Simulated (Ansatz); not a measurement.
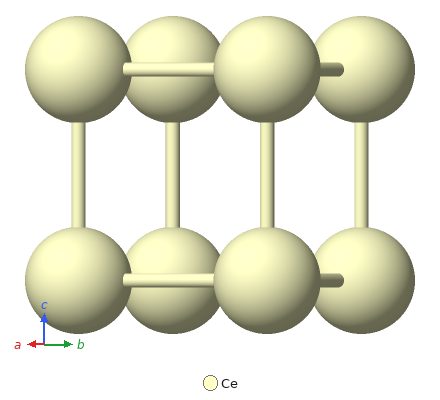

The structure, seen along [210]; the drawing may span several cells.

Structure (in its standard cell), the input geometry of an electronic-structure calculation (not necessarily at equilibrium); the starting structure was generated, so it need not be a known form of this composition:

```
Ce
1.0
     2.95339    0.00000    0.00000
     0.00000    2.95339    0.00000
     0.00000    0.00000    2.95339
Ce
1
Direct
  0.00000 0.00000 0.00000
```

**Predict the [210] zone-axis pattern (200 kV, kinematic, B = 0.5 Å²).**

The spots form a rectangular net whose two shortest vectors correspond to d = 2.95 Å and 1.32 Å, 90.0° apart. They are 0 0 1 and 1 -2 0. The pattern has symmetry 2mm. No reflection of this zone is absent.

Strongest reflections with d > 0.80 Å, one of each family (|F|² from tabulated Gaussian fits of the electron scattering factors, times a small damping for the curvature of the Ewald sphere):

```json
{"hkl": "0 0 1", "d (Å)": "2.953", "I (strongest = 100)": "100"}
{"hkl": "0 0 2", "d (Å)": "1.477", "I (strongest = 100)": "24"}
{"hkl": "1 -2 0", "d (Å)": "1.321", "I (strongest = 100)": "18"}
{"hkl": "1 -2 1", "d (Å)": "1.206", "I (strongest = 100)": "14"}
{"hkl": "1 -2 2", "d (Å)": "0.984", "I (strongest = 100)": "7"}
{"hkl": "0 0 3", "d (Å)": "0.984", "I (strongest = 100)": "7"}
```

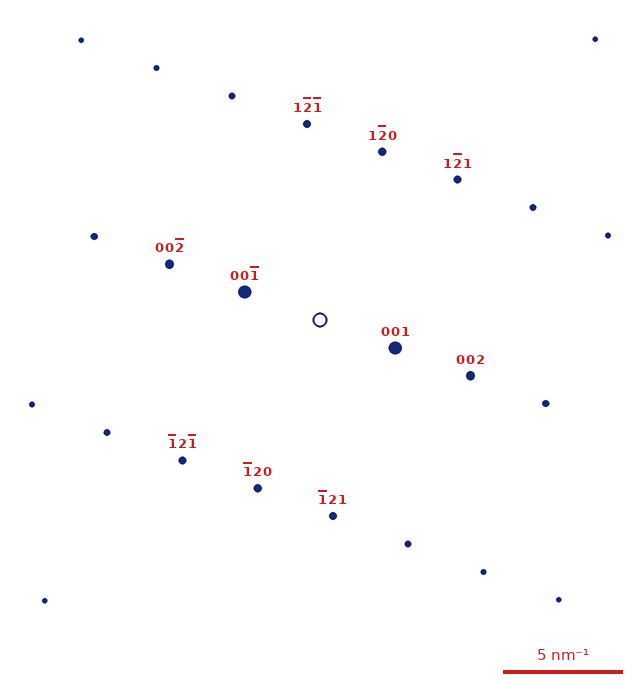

Calculated pattern, seen from the source side with [210] pointing towards the source.
